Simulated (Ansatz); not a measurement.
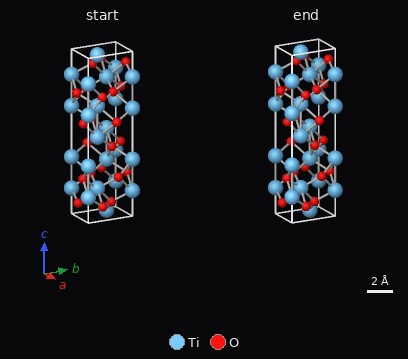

The structure of solid Ti2O3 (set up in R-3c) before (left) and after (right) a relaxation, at one scale.

A ball-and-stick model of the conventional cell (3 times the calculation's cell), seen slightly off an axis. Lengths and directions refer to the drawn axes.

Method: Ansatz 0.2.0, DFT PBEsol, scalar-relativistic, plane waves, PAW. Settings: plane-wave cutoff 420 eV; k-point mesh 12 × 12 × 12; occupations gaussian; smearing width 0.1 eV; no spin polarisation; cell and atoms relaxed; force threshold 0.005 eV/Å; at most 80 steps.

### What changed between the two?

The largest moves relative to the cell, 0.026 Å, are those of O atoms. Largest moves by element: O 0.026 Å, Ti 0.006 Å. Cell: a = b 5.149 → 5.040 Å (−2.1 %), c 13.642 → 13.875 Å (+1.7 %). Volume −2.6 %. Near-neighbour distances that change, for instance: Ti–Ti 2.990 → 2.929 Å, Ti–Ti 2.592 → 2.647 Å, O–Ti 2.084 → 2.055 Å, O–Ti 2.013 → 1.999 Å. Bond angles that change, for instance: Ti–O–Ti 76.9° → 80.2°. The space group stays R-3c (No. 167). Over 6 accepted moves (8 points after the start) the energy falls by 13.4 meV per atom. Largest force component: 0.3 eV/Å at the start, 0.00016 eV/Å at the end. Pressure: −6.49 GPa at the start and 0.00 GPa at the end. At 2 points the geometry stayed and the basis and grid were re-selected for the new cell (energy shift of 0.8 meV per atom at most each time).
